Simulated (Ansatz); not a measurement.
# What a change does: single-point calculation on Hf2S

System: Hf2S (P6₃/mmc, 6 atoms in the cell).
Method of the first run: DFT r2SCAN, scalar-relativistic, plane waves, PAW, no spin polarisation (Ansatz 0.2.0).

The structure derives from a Materials Project entry. Text and figures count atoms from 1; the logs count them from 0 in places.

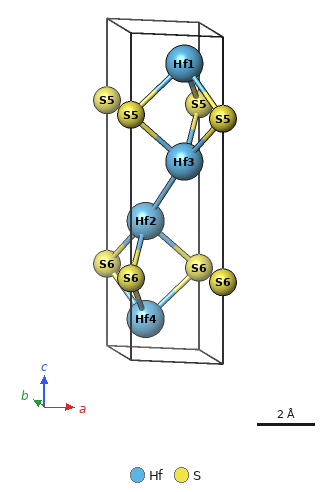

Figure 1. The structure (ball-and-stick view of the cell of the calculation, seen slightly off an axis; atoms are numbered from 1 in the order of the input). An atom can appear more than once, as a periodic image. Near neighbours in the periodic cell (some may lie outside the picture): Hf has 3 Hf at 3.06 Å and 3 S at 2.63 Å; S has 6 Hf at 2.63 Å.

## Input, the first run
```yaml
crystal:
  lattice:
    - [3.3814293548, 0.0, 0.0]
    - [-1.6907146774, 2.9284037224, 0.0]
    - [0.0, 0.0, 11.7409508671]
  atoms:
    - { symbol: Hf, position: [0.6666666667, 0.3333333333, 0.8997311472] }
    - { symbol: Hf, position: [0.3333333333, 0.6666666667, 0.3997311472] }
    - { symbol: Hf, position: [0.6666666667, 0.3333333333, 0.6002688528] }
    - { symbol: Hf, position: [0.3333333333, 0.6666666667, 0.1002688528] }
    - { symbol: S, position: [0.0, 0.0, 0.75] }
    - { symbol: S, position: [0.0, 0.0, 0.25] }
basis:
  ecutwfc: 500
kpoints:
  mp_grid: { grid: [12, 12, 4] }
hamiltonian:
  xc: r2scan
scf:
  occupations: { method: gaussian, width: 0.1 }
output:
  forces: true
  stress: true
  eigenvalues: true
```

Launched with:
```bash
ansatz run input.yaml --threads 1 --pin off --max-ram 2560MiB --backend cpu --events-out ev --progress --plain --runs-dir out
```

Hardware: 1 thread of AMD EPYC (Zen 3), 32 GiB of memory available, shared host.

## Output, shortened to warnings, some set-up lines, iterations and results (the first run)
```
Basis set: ecut = 500 eV, 2935 PW (Γ), exchange–correlation on 100×100×360 points (64 copies of the dense FFT grid, shifted against one another)
Symmetry: 24 space group operations
k-points: 57 of 576
Initial density: superposition of atomic densities (neutral atoms: chi_scale 0, normalization atom), corrected by the library's trained network
[...]
SCF iter   1: F=—  HF=-64750.815641 eV  |F-HF|=—  |Δ(HF+E_count)|=         —  Δρ=9.06e-3  dr2=1.12e-1  dr2_τ=1.14e-1  ethr=1.77e-3  ⟨swp⟩=5.1  Hψ=12949  notcnv=0  defer=12
SCF iter   2: F=—  HF=-64750.901900 eV  |F-HF|=—  |Δ(HF+E_count)|=   8.63e-2  Δρ=5.32e-3  dr2=4.93e-2  dr2_τ=4.24e-3  ethr=9.63e-5  ⟨swp⟩=2.0  Hψ=8305  notcnv=0  defer=302
SCF iter   3: F=—  HF=-64750.900527 eV  |F-HF|=—  |Δ(HF+E_count)|=   1.37e-3  Δρ=4.04e-3  dr2=3.35e-2  dr2_τ=6.99e-4  ethr=4.25e-5  ⟨swp⟩=2.0  Hψ=5284  notcnv=0  defer=302
SCF iter   4: F=—  HF=-64750.901369 eV  |F-HF|=—  |Δ(HF+E_count)|=   8.42e-4  Δρ=9.61e-4  dr2=4.66e-3  dr2_τ=9.28e-5  ethr=2.89e-5  ⟨swp⟩=2.0  Hψ=6082  notcnv=0  defer=302
SCF iter   5: F=—  HF=-64750.900990 eV  |F-HF|=—  |Δ(HF+E_count)|=   3.79e-4  Δρ=3.61e-4  dr2=6.79e-4  dr2_τ=7.19e-6  ethr=4.01e-6  ⟨swp⟩=2.0  Hψ=4349  notcnv=0  defer=302
SCF iter   6: F=—  HF=-64750.900928 eV  |F-HF|=—  |Δ(HF+E_count)|=   6.25e-5  Δρ=9.87e-5  dr2=1.91e-5  dr2_τ=3.66e-7  ethr=5.85e-7  ⟨swp⟩=2.0  Hψ=6083  notcnv=0  defer=302
SCF iter   7: F=—  HF=-64750.900936 eV  |F-HF|=—  |Δ(HF+E_count)|=   8.20e-6  Δρ=2.94e-5  dr2=1.23e-6  dr2_τ=2.75e-8  ethr=1.65e-8  ⟨swp⟩=2.0  Hψ=6762  notcnv=0  defer=302
SCF iter   8: F=—  HF=-64750.900937 eV  |F-HF|=—  |Δ(HF+E_count)|=   7.90e-7  Δρ=8.31e-6  dr2=1.00e-7  dr2_τ=4.07e-9  ethr=1.06e-9  ⟨swp⟩=2.0  Hψ=6938  notcnv=0  defer=302
SCF iter   9: F=-64750.900937 eV  HF=-64750.900937 eV  |F-HF|=1.29e-9  |Δ(HF+E_count)|=   4.68e-8  Δρ=2.23e-6  dr2=4.76e-9  dr2_τ=4.99e-10  ethr=8.62e-11  ⟨swp⟩=8.6  Hψ=17425 …
SCF 1 converged in 9 iterations: F = -64750.900937 eV  dr2 = 4.76e-9
SCF converged after 9 iterations
Free energy (F): -64750.900937 eV
Harris-Foulkes:  -64750.900937 eV  (|F-HF|=1.29e-9)
Internal energy: -64750.887468 eV  (E = F + TS)
E sigma→0 (E₀):  -64750.894202 eV
Entropy (-TS):   -0.013469 eV (-2.245 meV/atom)
Fermi energy:    18.470705 eV
--- Per-component energies (eV) ---
  E_band       = -6.058274
  E_kinetic    = 1912.236220
  E_local      = -22328.786442  (includes V_loc(G=0)·N_el)
  E_nonlocal   = -4939.688993
  E_hartree    = 10484.800758
  E_xc         = -1319.255911
  E_vxc        = -1364.406517  (∫ρ·V_xc dr)
  E_paw        = -29025.426070  (= ΣΔE_a)
  E_vpaw       = 5679.058195  (= ΣTr[D̂ρ^β])
  E_aug_tail   = -0.000002  (compensation charges beyond the density's cutoff)
  E_vtau       = 65.928373  (kinetic-family band-sum trace: ∫τ·v_τ [+ j·A + Jᵃ·Aᵃ] dr)
  E_ewald      = -19535.833581
  E_core_change = 1.066554  (= ΣΔE_core)
  E_smearing   = -0.013469  (= −TS)
  E_closure    = -0.000000  (closes the sum)
  Σ components = -64750.900937   (vs F -64750.900937, Δ=0.00e0)
--- Forces (eV/Å), atoms counted from 1 ---
  atom   1  Hf     0.00000000     0.00000000     0.00034748
  atom   2  Hf    -0.00000000    -0.00000000     0.00034748
  atom   3  Hf    -0.00000000     0.00000000    -0.00034748
  atom   4  Hf     0.00000000    -0.00000000    -0.00034748
  atom   5  S      0.00000000     0.00000000     0.00000000
  atom   6  S     -0.00000000     0.00000000     0.00000000
  max |Σ_I F_I| component: 2.17e-19 eV/Å
--- Stress (GPa, compression-positive) ---
        0.002598       0.000000       0.000000
        0.000000       0.002598       0.000000
        0.000000       0.000000      -0.000436
  P = ⅓ Tr σ = 0.0016 GPa (0.016 kbar)
```

For the second run the input was changed thus:
```diff
-    - [3.3814293548, 0.0, 0.0]
-    - [-1.6907146774, 2.9284037224, 0.0]
-    - [0.0, 0.0, 11.7409508671]
+    - [3.3742737662, 0.0, 0.0]
+    - [-1.6871368831, 2.9222068008, 0.0]
+    - [0.0, 0.0, 11.71740703]
-    - { symbol: Hf, position: [0.6666666667, 0.3333333333, 0.8997311472] }
-    - { symbol: Hf, position: [0.3333333333, 0.6666666667, 0.3997311472] }
-    - { symbol: Hf, position: [0.6666666667, 0.3333333333, 0.6002688528] }
-    - { symbol: Hf, position: [0.3333333333, 0.6666666667, 0.1002688528] }
+    - { symbol: Hf, position: [0.66666667, 0.33333333, 0.89981164] }
+    - { symbol: Hf, position: [0.33333333, 0.66666667, 0.39981164] }
+    - { symbol: Hf, position: [0.66666667, 0.33333333, 0.60018836] }
+    - { symbol: Hf, position: [0.33333333, 0.66666667, 0.10018836] }
-  mp_grid: { grid: [12, 12, 4] }
+  mp_grid: { grid: [6, 6, 2] }
```

Predict how the results change.

With the same functional and potentials, the second run lies 2.6 meV per atom lower (other lines of the input change too). The pressure goes from 0.00 to 0.82 GPa. The largest force goes from 0.000 to 0.043 eV/Å. The volume per atom goes from 19.38 to 19.26 Å³. The SCF takes 8 iterations against 9. The irreducible k-points go from 57 to 14. The plane waves at Γ go from 2935 to 2923. On the same kind of shared host the second run took about 0.32 times as long.

## Output, shortened to warnings, some set-up lines, iterations and results (the second run)
```
Basis set: ecut = 500 eV, 2923 PW (Γ), exchange–correlation on 100×100×360 points (64 copies of the dense FFT grid, shifted against one another)
Symmetry: 24 space group operations
k-points: 14 of 72
Initial density: superposition of atomic densities (neutral atoms: chi_scale 0, normalization atom), corrected by the library's trained network
[...]
SCF iter   1: F=—  HF=-64750.826898 eV  |F-HF|=—  |Δ(HF+E_count)|=         —  Δρ=9.20e-3  dr2=1.13e-1  dr2_τ=1.14e-1  ethr=1.77e-3  ⟨swp⟩=5.0  Hψ=3166  notcnv=0  defer=4
SCF iter   2: F=—  HF=-64750.914480 eV  |F-HF|=—  |Δ(HF+E_count)|=   8.76e-2  Δρ=5.23e-3  dr2=3.27e-2  dr2_τ=4.69e-3  ethr=9.77e-5  ⟨swp⟩=2.0  Hψ=2036  notcnv=0  defer=78
SCF iter   3: F=—  HF=-64750.913350 eV  |F-HF|=—  |Δ(HF+E_count)|=   1.13e-3  Δρ=3.64e-3  dr2=1.62e-2  dr2_τ=6.25e-4  ethr=2.82e-5  ⟨swp⟩=2.0  Hψ=1304  notcnv=0  defer=64
SCF iter   4: F=—  HF=-64750.916451 eV  |F-HF|=—  |Δ(HF+E_count)|=   3.10e-3  Δρ=8.23e-4  dr2=1.38e-3  dr2_τ=8.81e-5  ethr=1.39e-5  ⟨swp⟩=2.0  Hψ=1488  notcnv=0  defer=64
SCF iter   5: F=—  HF=-64750.916660 eV  |F-HF|=—  |Δ(HF+E_count)|=   2.09e-4  Δρ=2.30e-4  dr2=8.90e-5  dr2_τ=1.39e-6  ethr=1.19e-6  ⟨swp⟩=2.0  Hψ=1484  notcnv=0  defer=64
SCF iter   6: F=—  HF=-64750.916709 eV  |F-HF|=—  |Δ(HF+E_count)|=   4.93e-5  Δρ=6.89e-5  dr2=7.48e-6  dr2_τ=4.82e-7  ethr=7.67e-8  ⟨swp⟩=2.0  Hψ=1491  notcnv=0  defer=64
SCF iter   7: F=—  HF=-64750.916713 eV  |F-HF|=—  |Δ(HF+E_count)|=   3.51e-6  Δρ=1.42e-5  dr2=2.55e-7  dr2_τ=2.96e-8  ethr=6.45e-9  ⟨swp⟩=2.0  Hψ=1500  notcnv=0  defer=64
SCF iter   8: F=-64750.916713 eV  HF=-64750.916713 eV  |F-HF|=4.55e-9  |Δ(HF+E_count)|=   2.51e-7  Δρ=3.48e-6  dr2=1.32e-8  dr2_τ=2.82e-10  ethr=8.62e-11  ⟨swp⟩=8.4  Hψ=4197  …
SCF 1 converged in 8 iterations: F = -64750.916713 eV  dr2 = 1.32e-8
SCF converged after 8 iterations
Free energy (F): -64750.916713 eV
Harris-Foulkes:  -64750.916713 eV  (|F-HF|=4.55e-9)
Internal energy: -64750.903052 eV  (E = F + TS)
E sigma→0 (E₀):  -64750.909883 eV
Entropy (-TS):   -0.013661 eV (-2.277 meV/atom)
Fermi energy:    18.473222 eV
--- Per-component energies (eV) ---
  E_band       = 10.034705
  E_kinetic    = 1913.540493
  E_local      = -22269.365081  (includes V_loc(G=0)·N_el)
  E_nonlocal   = -4939.513838
  E_hartree    = 10463.085730
  E_xc         = -1319.751065
  E_vxc        = -1365.121700  (∫ρ·V_xc dr)
  E_paw        = -29025.745453  (= ΣΔE_a)
  E_vpaw       = 5678.363083  (= ΣTr[D̂ρ^β])
  E_aug_tail   = -0.000002  (compensation charges beyond the density's cutoff)
  E_vtau       = 65.962865  (kinetic-family band-sum trace: ∫τ·v_τ [+ j·A + Jᵃ·Aᵃ] dr)
  E_ewald      = -19574.220391
  E_core_change = 1.066554  (= ΣΔE_core)
  E_smearing   = -0.013661  (= −TS)
  E_closure    = -0.000000  (closes the sum)
  Σ components = -64750.916713   (vs F -64750.916713, Δ=0.00e0)
--- Forces (eV/Å), atoms counted from 1 ---
  atom   1  Hf    -0.00000000    -0.00000000    -0.04314940
  atom   2  Hf     0.00000000     0.00000000    -0.04314940
  atom   3  Hf    -0.00000000    -0.00000000     0.04314940
  atom   4  Hf    -0.00000000     0.00000000     0.04314940
  atom   5  S     -0.00000000     0.00000000     0.00000000
  atom   6  S      0.00000000    -0.00000000     0.00000000
  max |Σ_I F_I| component: 1.39e-17 eV/Å
--- Stress (GPa, compression-positive) ---
        0.872705       0.000000      -0.000000
        0.000000       0.872705       0.000000
       -0.000000       0.000000       0.723883
  P = ⅓ Tr σ = 0.8231 GPa (8.231 kbar)
```

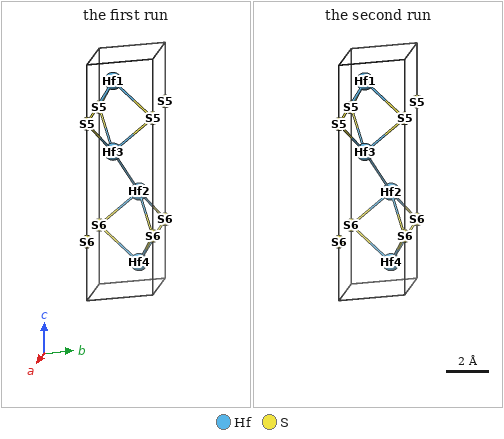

Figure 2. The two input geometries at one scale (ball-and-stick view of the cell of the calculation, seen slightly off an axis). No atom moves by more than 0.005 Å relative to the cell. Cell: a = b 3.381 → 3.374 Å (−0.2 %), c 11.741 → 11.717 Å (−0.2 %). Volume −0.6 %. Among the contacts that change: Hf1–Hf4 3.059 → 3.051 Å, Hf1–S5 2.627 → 2.622 Å.

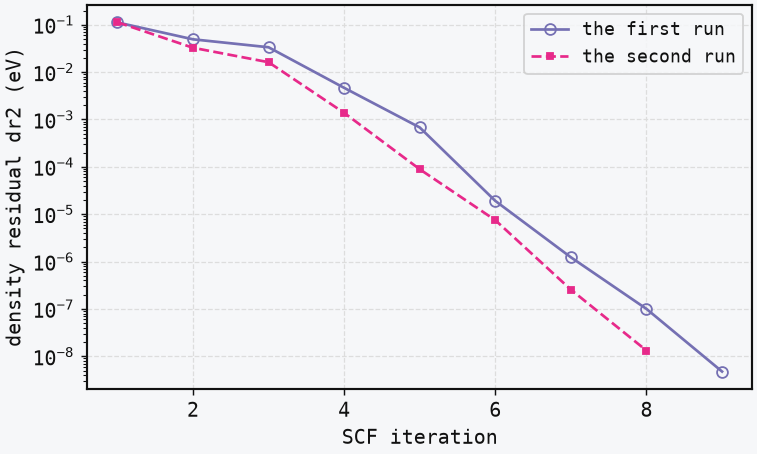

Figure 3. Convergence of the two runs: density residual dr2 against the SCF iteration. The first run takes 9 iterations in all, and the second run takes 8.

## The two runs side by side

```csv
quantity,the first run,the second run
outcome,converged,converged
free energy per atom (eV),−10791.8168,−10791.8195
"energy per atom, smearing taken to zero (eV)",−10791.8157,−10791.8183
gap on the mesh (eV),0.00,0.00
pressure (GPa),0.00,0.82
volume per atom (Å³),19.38,19.26
largest force (eV/Å),0.000,0.043
SCF iterations,9,8
irreducible k-points,57,14
plane waves at Γ,2935,2923
wall time (shared host),51 s,16 s
```

For both runs: Spin–orbit coupling is left out, which matters for Hf.
